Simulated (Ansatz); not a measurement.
Consider Bi2Se3.

```
Bi Se
1.0
     4.18732    0.00000    0.00000
    -2.09366    3.62632    0.00000
     0.00000    0.00000   31.30142
Bi Se
6 9
Direct
  0.33333 0.66667 0.06226
  0.00000 0.00000 0.39560
  0.66667 0.33333 0.72893
  0.33333 0.66667 0.27107
  0.00000 0.00000 0.60440
  0.66667 0.33333 0.93774
  0.00000 0.00000 0.00000
  0.66667 0.33333 0.33333
  0.33333 0.66667 0.66667
  0.00000 0.00000 0.22103
  0.66667 0.33333 0.55436
  0.33333 0.66667 0.88769
  0.66667 0.33333 0.11231
  0.33333 0.66667 0.44564
  0.00000 0.00000 0.77897
```

Space group R-3m; a structure generated by program, which may or may not match a known phase.

Theory: DFT PBE, scalar-relativistic, plane waves, PAW (Ansatz 0.2.0).

What will maps of the valence pseudo-density and electron localisation function show?

Answer. Bi–Se (2.88 Å): ρ at the midpoint is about 0.32 e/Å³; the ELF is about 0.45 at the midpoint and 0.35 at its lowest between the atoms.
Bi–Se (3.11 Å): ρ at the midpoint is about 0.21 e/Å³; the ELF is about 0.30 at the midpoint.

Does the calculation make it a metal, or give it a gap?

Answer. It is gapped, with a Kohn–Sham gap of 0.69 eV on the k-point mesh (the band edges may lie off the mesh, which would make the gap smaller).

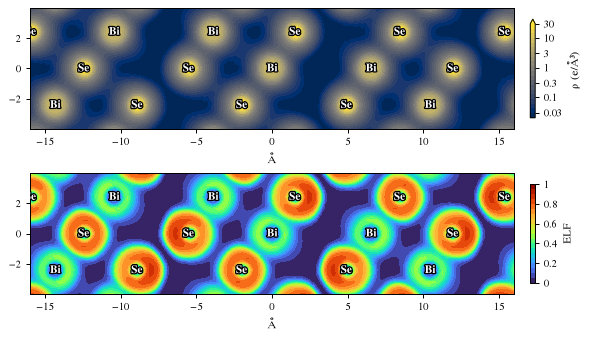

Computed valence pseudo-density and electron localisation function on the (110) plane of the conventional cell, in this order. 

The density is the valence pseudo-density of a PAW calculation; it isn't the true density close to the nuclei.
